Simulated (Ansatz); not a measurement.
# AlGaN2: single-point calculation

- system: AlGaN2 (4 atoms in the cell)
- method: DFT LDA, scalar-relativistic, plane waves, PAW, no spin polarisation (Ansatz 0.2.0)

The structure derives from a Materials Project entry. It belongs to a series of runs on one base structure; here: mode 12 (682.2 1/cm) frozen in, largest displacement +0.060 A. Figures and captions count atoms from 1; the log counts them from 0 in places.

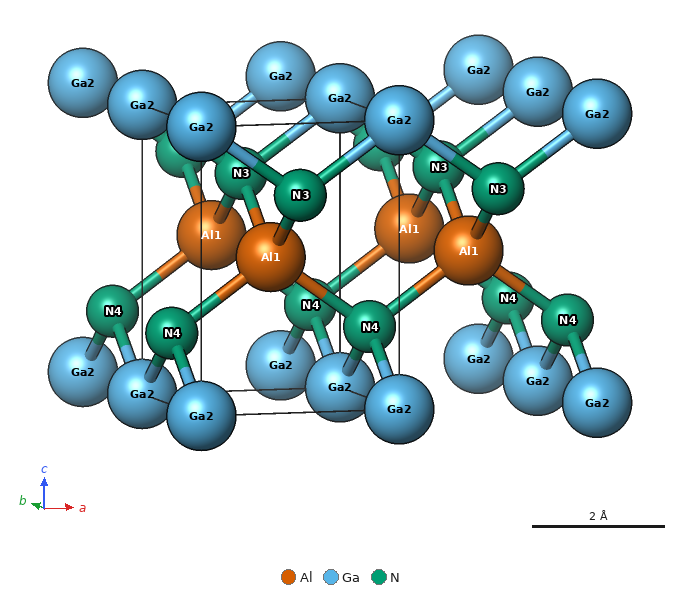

The structure as given in the input (ball-and-stick view of the cell of the calculation, repeated 2 × 2 × 1, seen slightly off an axis; atoms are numbered from 1 in the order of the input). An atom can appear more than once, as a periodic image. Near neighbours in the periodic cell (some may lie outside the picture): Al has 4 N at 1.93 Å; Ga has 4 N at 1.92 Å; N has 2 Al at 1.93 Å and 2 Ga at 1.92 Å.

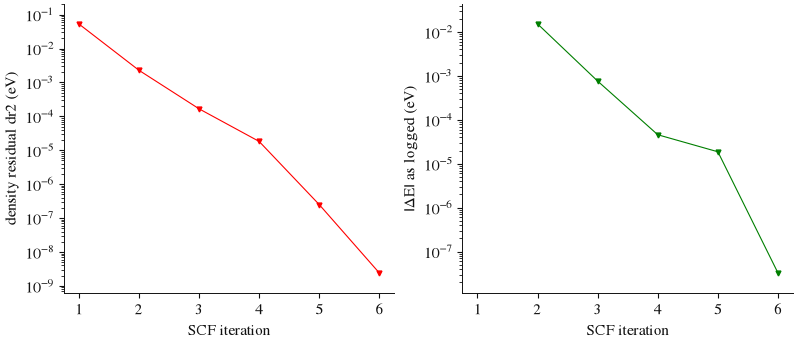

Convergence of the self-consistent field: density residual dr2 and size of the energy change against the SCF iteration. The residual falls at every step.

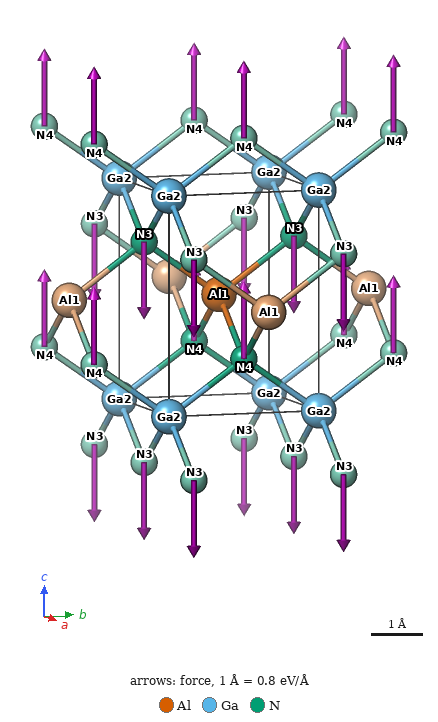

Forces on the atoms as pink arrows (ball-and-stick view of the cell of the calculation, seen slightly off an axis; neighbours outside the cell are drawn fainter; atoms are numbered from 1 in the order of the input). The largest act on N3, N4 (1.25 eV/Å). The geometry is not a stationary point of this energy.

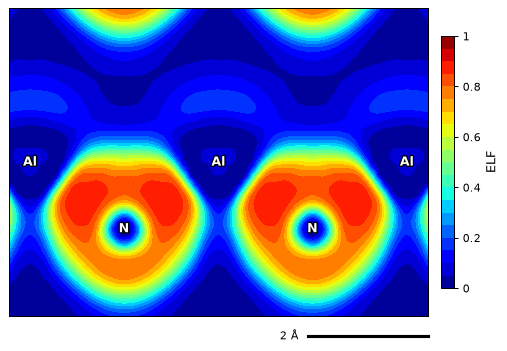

ELF on the (010) plane of the conventional cell. Al–N (1.93 Å): the ELF peaks at about 0.90 between the atoms (a polar covalent bond). The fields are those of the smooth PAW valence density.

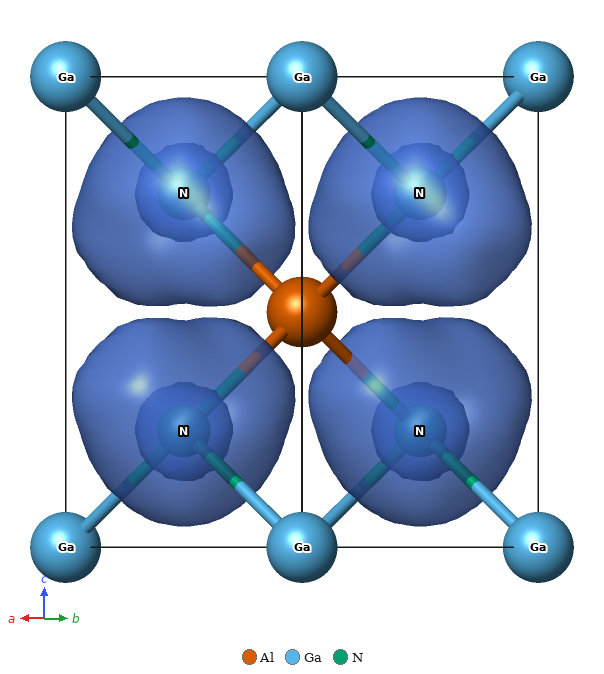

Isosurface of the ELF at 0.7 (blue), seen along [110]. Only the valence region is drawn (cores and ρ < 0.01 e/Å³ removed). Sticks mark near contacts. The outline is the cell set on symmetry axes. Along the contacts the grid gives the following. Ga–N (1.92 Å): the ELF is about 0.45 at the midpoint. Al–N (1.93 Å): the ELF peaks at about 0.90 between the atoms, which marks a shared but strongly polarised pair.

These pictures come from the run below.

### Input file
```yaml
crystal:
  lattice:
    - [3.1408770487, 0.0, 0.0]
    - [0.0, 3.1408770487, 0.0]
    - [0.0, 0.0, 4.42383794]
  atoms:
    - { symbol: Al, position: [0.5, 0.5, 0.5] }
    - { symbol: Ga, position: [0.0, 0.0, 0.0] }
    - { symbol: "N", position: [0.5, 0.0, 0.7518276938] }
    - { symbol: "N", position: [0.0, 0.5, 0.2481723062] }
basis:
  ecutwfc: 420
kpoints:
  mp_grid: { grid: [8, 8, 6] }
hamiltonian:
  xc: lda
scf:
  occupations: { method: gaussian, width: 0.05 }
output:
  forces: true
  stress: true
  eigenvalues: true
  write_density: true
  write_potential: true
  elf: true
  volumetric_format: npy
```

Run as:
```bash
ansatz run input.yaml --threads 2 --pin off --max-ram 5120MiB --backend cpu --events-out ev --progress --plain --runs-dir out
```

### The program's output
```
Engine: ansatz 0.2.0, aarch64-unknown-linux-gnu
Pseudopotentials: kind: paw
Pseudopotential: Al, paw, valence charge 3, recommended cutoff 420 eV (normal), Al.paw.azcp
Pseudopotential: Ga, paw, valence charge 13, recommended cutoff 420 eV (normal), Ga.paw.azcp
Pseudopotential: N, paw, valence charge 5, recommended cutoff 420 eV (normal), N.paw.azcp
Functional definition: SPW92
  exchange = slater_x
  correlation = pw_c
Crystal: 4 atoms, lattice volume = 43.642 Å³
Basis set: ecut = 420 eV, 855 PW (Γ)
Bands: 17, of which v1, the nominal top of the filled ones, is band 13 counted from 1 (12 counted from 0)
Symmetry: 8 space group operations
Space group: P-4m2 (ITA 115), of the structure as read, at distance tolerance 3.5e-5 Å
k-points: 60 of 384 (time reversal used)
Non-local potential: Al, projectors of the file, l = 0: 2, l = 1: 2, l = 2: 1
Non-local potential: Ga, projectors of the file, l = 0: 2, l = 1: 2, l = 2: 3, l = 3: 1
Non-local potential: N, projectors of the file, l = 0: 2, l = 1: 2, l = 2: 1
PAW form: soft (Blöchl's): semilocal exchange-correlation on the pseudo side does not see the compensation charge
PAW frozen core: Al, regenerated for the run's functional, and the local potential with it (the file was generated under x = pbe(κ = 0.804, μ = 0.2195149727645171), c = pbe(β = 0.06672455060314922))
PAW frozen core: Ga, regenerated for the run's functional, and the local potential with it (the file was generated under x = pbe(κ = 0.804, μ = 0.2195149727645171), c = pbe(β = 0.06672455060314922))
PAW frozen core: N, regenerated for the run's functional, and the local potential with it (the file was generated under x = pbe(κ = 0.804, μ = 0.2195149727645171), c = pbe(β = 0.06672455060314922))
PAW one-centre angular grid: Al, 110 points (default); XC on 64 Gauss nodes
PAW one-centre angular grid: Ga, 590 points (default); XC on 64 Gauss nodes
PAW one-centre angular grid: N, 110 points (default); XC on 64 Gauss nodes
Initial density: superposition of atomic densities (neutral atoms: chi_scale 0, normalization atom), corrected by the library's trained network
Initial wavefunctions: pseudopotential atomic-orbital guess
Functional: x = slater, c = lda
SCF iter   1: F=—  HF=-4971.825832 eV  |F-HF|=—  |Δ(HF+E_count)|=         —  Δρ=1.10e-2  dr2=5.34e-2  ethr=1.77e-3  ⟨swp⟩=5.3  Hψ=4975  notcnv=0
preconditioner: auto → none  [insulator: Δε(μ)=2.796 eV  Ē_g=15.555 eV  σ=0.050 eV  W_gap=1.00  n_scr=14 (ndim 8)  ℏωp=28.7 eV  f_vac=0.000  D(μ)=0.00/eV (n_scr^D=0)  ε∞_Penn≈4.4]
SCF iter   2: F=—  HF=-4971.810581 eV  |F-HF|=—  |Δ(HF+E_count)|=   1.53e-2  Δρ=2.89e-3  dr2=2.29e-3  ethr=2.05e-4  ⟨swp⟩=2.8  Hψ=2118  notcnv=0
SCF iter   3: F=—  HF=-4971.809819 eV  |F-HF|=—  |Δ(HF+E_count)|=   7.62e-4  Δρ=1.07e-3  dr2=1.67e-4  ethr=8.79e-6  ⟨swp⟩=2.5  Hψ=1481  notcnv=0
SCF iter   4: F=—  HF=-4971.809773 eV  |F-HF|=—  |Δ(HF+E_count)|=   4.57e-5  Δρ=2.12e-4  dr2=1.82e-5  ethr=6.41e-7  ⟨swp⟩=2.6  Hψ=1745  notcnv=0
SCF iter   5: F=—  HF=-4971.809755 eV  |F-HF|=—  |Δ(HF+E_count)|=   1.87e-5  Δρ=3.09e-5  dr2=2.49e-7  ethr=7.00e-8  ⟨swp⟩=2.0  Hψ=1783  notcnv=0
SCF iter   6: F=-4971.809755 eV  HF=-4971.809755 eV  |F-HF|=1.14e-9  |Δ(HF+E_count)|=   3.24e-8  Δρ=2.66e-6  dr2=2.39e-9  ethr=3.85e-10  ⟨swp⟩=8.0  Hψ=6666  notcnv=0
SCF 1 converged in 6 iterations: F = -4971.809755 eV  dr2 = 2.39e-9
  greatest PAW one-centre occupation: 0.996 electrons in one spin orbital (limit 2), on the Ga atom at site 1 (counted from 0), in its partial waves of l = 2
SCF converged after 6 iterations
Free energy (F): -4971.809755 eV
Harris-Foulkes:  -4971.809755 eV  (|F-HF|=1.14e-9)
Internal energy: -4971.809755 eV  (E = F + TS)
E sigma→0 (E₀):  -4971.809755 eV
Fermi energy:    9.574693 eV
--- Per-component energies (eV) ---
  E_band       = -6.062661
  E_kinetic    = 405.309834
  E_local      = -2510.984932  (includes V_loc(G=0)·N_el)
  E_nonlocal   = 534.917751
  E_hartree    = 1135.759976
  E_xc         = -228.335685
  E_vxc        = -241.688933  (∫ρ·V_xc dr)
  E_paw        = -2596.726235  (= ΣΔE_a)
  E_vpaw       = -465.138246  (= ΣTr[D̂ρ^β])
  E_aug_tail   = 0.000093  (compensation charges beyond the density's cutoff)
  E_ewald      = -1713.694842
  E_core_change = 1.944285  (= ΣΔE_core)
  E_smearing   = -0.000000  (= −TS)
  E_closure    = -0.000000  (closes the sum)
  Σ components = -4971.809755   (vs F -4971.809755, Δ=0.00e0)
--- Forces (eV/Å), atoms counted from 1 ---
  atom   1  Al     0.00000000     0.00000000     0.00000000
  atom   2  Ga    -0.00000000     0.00000000     0.00000000
  atom   3  N      0.00000000     0.00000000    -1.25137287
  atom   4  N      0.00000000     0.00000000     1.25137287
  max |Σ_I F_I| component: 1.39e-17 eV/Å
--- Stress (GPa, compression-positive) ---
       -4.514810       0.000000      -0.000000
        0.000000      -4.514810       0.000000
       -0.000000       0.000000      -4.370686
  P = ⅓ Tr σ = -4.4668 GPa (-44.668 kbar)
--- Band table (eV; the first three rows and the last of 60) ---
  k-point 0: bands = ["-7.2981", "-6.0222", "-4.9590", "-4.9590", "-4.9030", "-4.7096", "-3.3508", "2.5784", "5.7658", "5.7658", "8.0765", "8.1328", "8.1328", "11.0160", "11.4176", "15.5297", "19.2707"]
  k-point 1: bands = ["-7.1809", "-6.0504", "-4.9608", "-4.9608", "-4.8970", "-4.7096", "-3.6211", "2.9364", "5.8850", "5.8850", "7.4391", "7.9539", "7.9539", "11.5992", "11.8611", "15.6811", "18.7190"]
  k-point 2: bands = ["-6.8663", "-6.1640", "-4.9643", "-4.9643", "-4.8745", "-4.7095", "-4.1516", "3.7737", "6.2067", "6.2067", "6.3095", "7.5180", "7.5180", "12.5649", "12.9184", "16.0334", "17.6372"]
  k-point 59: bands = ["-5.9673", "-5.9673", "-4.9270", "-4.7815", "-4.7510", "-3.1339", "-3.1339", "2.5673", "3.9064", "4.1797", "4.7981", "4.8406", "4.8406", "14.1671", "14.1671", "17.4469", "18.8371"]
```

### Results in brief

| quantity | value |
| --- | --- |
| outcome | converged |
| space group (tolerance 0.01 Å) | P-4m2 (115) |
| electrons treated | 26 |
| free energy | −4971.8098 eV |
| Fermi energy | 9.575 eV |
| gap on the k-point mesh | 2.88 eV |
| pressure | −4.47 GPa |
| largest force (length of the vector) | 1.251 eV/Å |
| hardware | 2 threads of Arm Neoverse V2, 24 GiB of memory available, shared host |
| wall time | 2.4 s (CPU time 4.7 s) |
| peak memory | 0.34 GiB |
